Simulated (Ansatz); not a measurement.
A series of calculations on Ti

### Relaxation

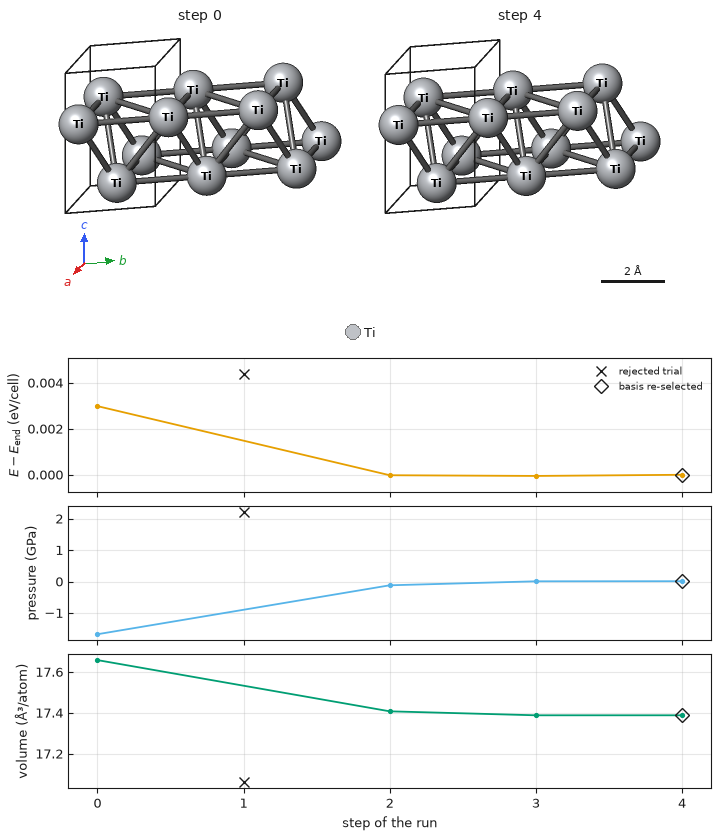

First and last geometry of a relaxation of a crystal of Ti (set up in P6_3/mmc), with the history of the run. A ball-and-stick model of the cell of the calculation, repeated 2 × 3 × 1 with one cell outlined, seen slightly off an axis.

Computed with DFT PBE, scalar-relativistic, plane waves, PAW in Ansatz.

Input file:
```yaml
crystal:
  lattice:
    - [2.9499978604, 0.0, 0.0]
    - [-1.4749989302, 2.5547730882, 0.0]
    - [0.0, 0.0, 4.686]
  atoms:
    - { symbol: Ti, position: [0.3333333333, 0.6666666667, 0.25] }
    - { symbol: Ti, position: [0.6666666667, 0.3333333333, 0.75] }
basis:
  ecutwfc: 420
kpoints:
  mp_grid: { grid: [18, 18, 10] }
hamiltonian:
  xc: pbe
scf:
  occupations: { method: gaussian, width: 0.1 }
output:
  forces: true
  stress: true
  eigenvalues: true
relax:
  adjacent_minimum: "off"
  f_tol: 0.005
  max_steps: 80
  cell: { stress_tol: 0.05 }
```

Launched with:
```bash
ansatz run input.yaml --threads 1 --pin off --max-ram 2560MiB --backend cpu --events-out ev --progress --plain --runs-dir out
```

Read the history and describe the run.

It converged. The atoms keep their places relative to the cell (all moves are under 0.005 Å). The drawn cell changes as follows: a = b 2.950 → 2.938 Å (−0.4 %), c 4.686 → 4.651 Å (−0.8 %); the volume changes by −1.5 %. Near-neighbour distances that change, for instance: Ti1–Ti2 2.897 → 2.878 Å, Ti1–Ti1 2.950 → 2.938 Å. The space group stays P6_3/mmc (No. 194). The energy falls by 3.0 meV per cell of the calculation in 2 accepted moves (4 points after the start). All forces vanish by symmetry, so only the cell relaxes. The pressure goes from −1.67 to 0.01 GPa. The line search rejected the trial step at point 1 of the run. The SCF was repeated once at an unchanged geometry on a basis and grid sized afresh for the cell, which shifted the energy by 0.1 meV per cell of the calculation at most.

```csv
step,"E − E(0), meV/atom","pressure, GPa","volume, Å³/atom",note
0,0.00,-1.67,17.658,
1,0.70,2.21,17.060,rejected
2,-1.50,-0.12,17.408,
3,-1.52,0.01,17.388,
4,-1.49,0.01,17.388,"same geometry, new basis"
```

### Relaxation

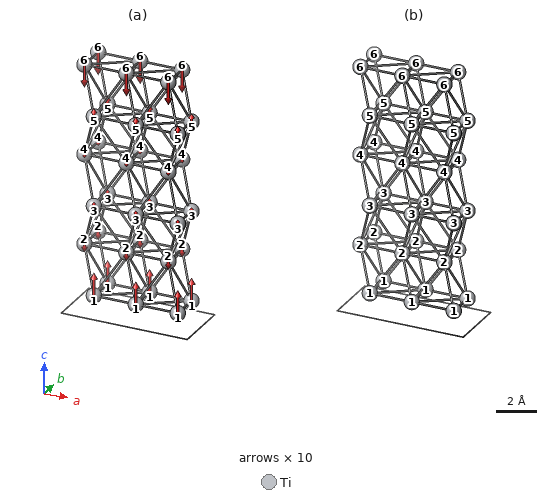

The structure of a slab of composition Ti (cut from the P6_3/mmc phase) before (left) and after (right) a relaxation, at one scale. The red arrows give the displacements, magnified 10 times.

A ball-and-stick model of the 3 × 2 repeat of the cell, outlined in the plane, without the vacuum, seen from a free direction.

Case: (0 0 1) slab, atoms relaxed. The slab is the (0 0 1) face of Ti.

Theory: Ansatz, DFT PBE, scalar-relativistic, plane waves, PAW.

Input file:
```yaml
crystal:
  lattice:
    - [2.9384580613, 0.0, 0.0]
    - [-1.4692290307, 2.544779329, 0.0]
    - [0.0, 0.0, 26.6265850347]
  atoms:
    - { symbol: Ti, position: [0.6666666667, 0.3333333333, 0.2816733723] }
    - { symbol: Ti, position: [0.3333333333, 0.6666666667, 0.3690040234] }
    - { symbol: Ti, position: [0.6666666667, 0.3333333333, 0.4563346745] }
    - { symbol: Ti, position: [0.3333333333, 0.6666666667, 0.5436653255] }
    - { symbol: Ti, position: [0.6666666667, 0.3333333333, 0.6309959766] }
    - { symbol: Ti, position: [0.3333333333, 0.6666666667, 0.7183266277] }
basis:
  ecutwfc: 420
kpoints:
  mp_grid: { grid: [12, 12, 1] }
hamiltonian:
  xc: pbe
scf:
  occupations: { method: gaussian, width: 0.1 }
output:
  forces: true
  eigenvalues: true
  write_density: true
  write_potential: true
  elf: true
  volumetric_format: npy
relax:
  adjacent_minimum: "off"
  f_tol: 0.02
  max_steps: 60
efield:
  axis: 3
  dipole_correction: true
  ramp_width: 0.04
```

Command:
```bash
ansatz run input.yaml --threads 1 --pin off --max-ram 2560MiB --backend cpu --events-out ev --progress --plain --runs-dir out
```

**Describe what moved and what it gained.**

The largest moves relative to the layer's centre, 0.12 Å, are those of Ti1 and Ti6. Ti6 goes along the normal (−c). The cell doesn't change. Near-neighbour distances that change, for instance: Ti1–Ti2 2.878 → 2.747 Å, Ti2–Ti3 2.878 → 2.932 Å, Ti3–Ti4 2.878 → 2.844 Å. The energy falls by 0.105 eV per cell of the calculation in 2 accepted moves (3 points after the start). The largest force component goes from 0.61 to 0.02 eV/Å. 1 step only repeated the SCF at the same geometry. Cost: 77 s on 1 thread of Arm Neoverse V1 (shared host), peak memory 0.43 GiB.

### A change

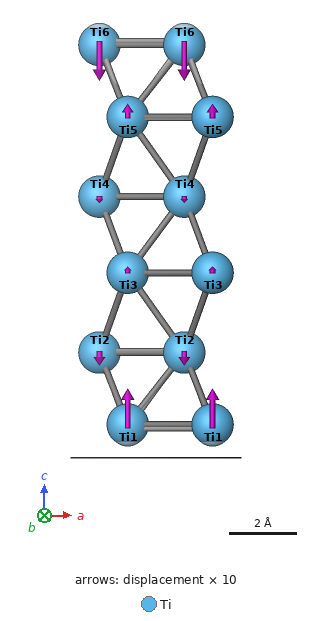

A (0 0 1) slab of Ti as cut from the relaxed bulk, drawn pale, and a changed version of it, drawn solid. The purple arrows show how the atoms are displaced, magnified 10 times. A ball-and-stick model of the 2 × 3 repeat of the cell, outlined in the plane, without the vacuum, seen along the b axis.

All numbers below come from Ansatz 0.2.0, DFT PBE, scalar-relativistic, plane waves, PAW. Set-up: plane-wave cutoff 420 eV; occupations gaussian; smearing width 0.1 eV; no spin polarisation. The k-mesh is chosen for each cell (12×12×8, 12×12×1).

Q: Describe the change and its computed effect.

A: The atoms of the slab are relaxed at the bulk's in-plane cell. The surface energy (mean of the two faces) falls from 2.10 to 1.98 J/m². The top spacing, between the Ti and Ti planes, goes from 2.33 to 2.16 Å (−7.1 %), the bottom one (Ti to Ti) from 2.33 to 2.16 Å (−7.1 %). The lattice vectors keep their values. The largest moves relative to the layer's centre, 0.12 Å, are those of Ti1 and Ti6. Ti6 goes along the normal (−c). Among the bonded contacts that change: Ti–Ti 2.878 → 2.747 to 2.932 Å.
